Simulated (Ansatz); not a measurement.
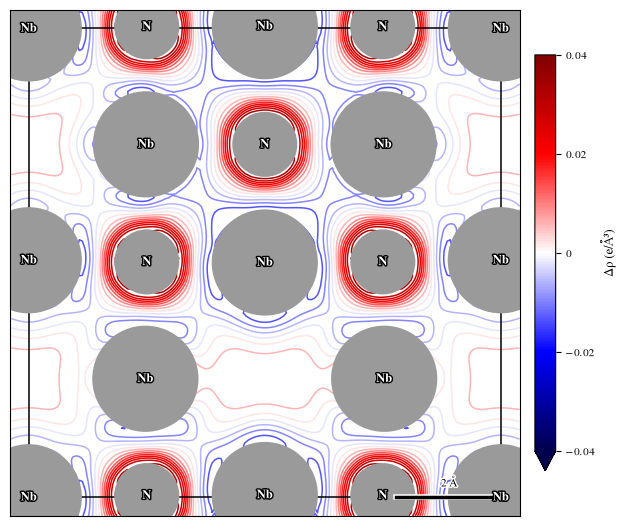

Nb₈N₅: difference of two self-consistent densities at the same geometry, ρ(r2SCAN) − ρ(LDA), on the (101) plane of the conventional cell. Grey discs cover the cores, where the PAW densities can't be compared. Cores are masked to 1.0 Å (Nb) and 0.6 Å (N).

Space group Cmmm; not relaxed (largest force 0.5 eV/Å). The cell comes from a database of computed structures, not from a measurement.

Both runs: Ansatz, scalar-relativistic, plane waves and PAW, same cutoff, k-points and PAW files (made with PBE).

> What differs between the two levels of theory?

Against LDA, and outside the masked cores, the largest gain lies at the edge of the masked core of N, and the largest loss lies at the edge of the masked core of Nb.
- Bader charges are Nb +0.85 to +1.46 and N −1.73 to −1.61 e with LDA and Nb +0.91 to +1.56 and N −1.84 to −1.72 e with r2SCAN.
- At this volume the pressure is −16 GPa with LDA and −6 GPa with r2SCAN.
